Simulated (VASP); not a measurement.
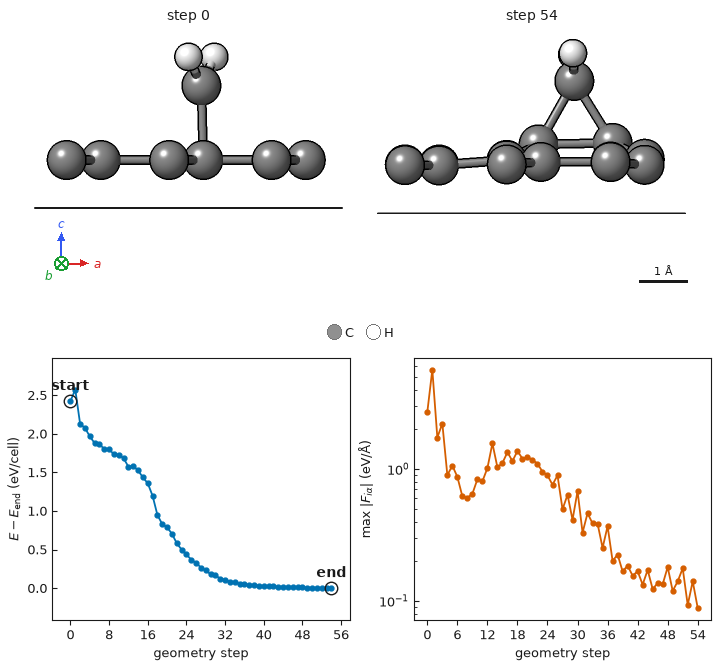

First and last geometry of a relaxation of a slab of composition H2C19, with the history of the run. A ball-and-stick model of the cell of the calculation, outlined in the plane, without the vacuum (origin shifted), seen along the b axis.

The run lets the atoms move in a fixed cell.

Method: VASP 6.6.1, Kohn-Sham DFT of a periodic cell, PBE, VASP PAW PBE potentials, recommended.

Input
```
PREC = Accurate
ENCUT = 520
EDIFF = 1E-7
ISMEAR = -1
SIGMA = 0.02
LREAL = Auto
LASPH = True
NELM = 100
ALGO = Fast
ISIF = 2
LWAVE = False
LCHARG = False
GGA = PE
IBRION = 2
NSW = 80
EDIFFG = -0.03
```

Launched with:
```bash
cat potpaw_PBE.64/C/POTCAR potpaw_PBE.64/H/POTCAR > POTCAR
mpirun -np 1 vasp_std > vasp.out
```

> Did the run converge, and what did it change?

The run was cut off at its time limit before the relaxation converged, so the last structure is only a point on the way. The atom that moves furthest relative to the layer's centre is an H atom (0.87 Å within the plane). By element the largest moves are H 0.87 Å, C 0.63 Å. The lattice vectors keep their values. Near-neighbour distances that change, for instance: C–C 2.133 → 1.518 Å, C–C 2.059 → 2.504 Å, C–C 2.125 → 2.519 Å, C–C 1.424 → 1.543 Å. New bonds form, among them: C–C (2.13 → 1.52 Å). Bond angles that change, for instance: C–C–C 91.5° → 59.4°, C–C–C 87.5° → 114.2°, C–C–C 91.0° → 115.1°. Over 54 geometry steps the energy falls by 2.423 eV per cell of the calculation. Largest force component: 2.7 eV/Å at the start, 0.088 eV/Å at the end. At step 1 the optimiser overshot: the energy rose above the start, and later steps came back. It ran on 1 thread of Intel(R) Xeon(R) 6975P-C (Granite Rapids), with other jobs on the host.
